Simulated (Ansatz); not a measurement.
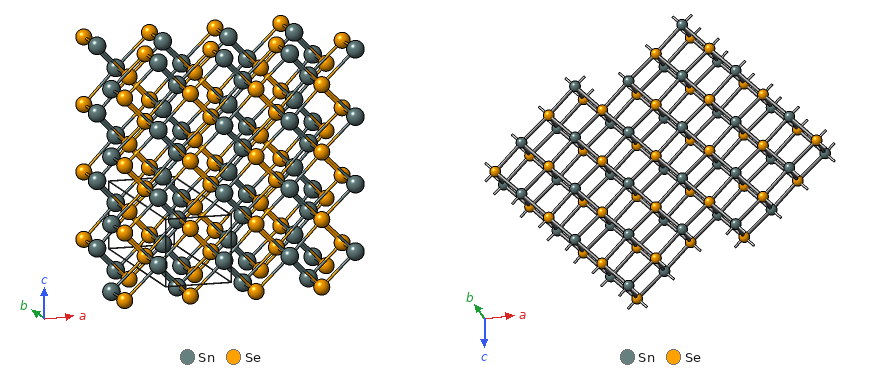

Left: the structure. Right: its underlying net. Nodes are coloured by element. One layer is drawn. Edges to nodes outside the piece are drawn as stubs.

SnSe (space group Cmcm, No. 63): coordinates from a relaxation in a fixed cell with DFT PBE+D3(BJ), scalar-relativistic, plane waves, PAW (Ansatz).

Bonds are taken as Se–Sn below 3.4 Å. The graph is simplified in the usual way: terminal and isolated atoms are pruned, two-connected atoms become edges.

The result is a uninodal 5-connected, two-periodic (layers) net: Sn and Se are 5-connected nodes. The layers lie parallel to (010).

```tsv
node	links	point symbol	coordination sequence
Sn and Se	5	4⁸·6²	5 12 20 28 36 44
```
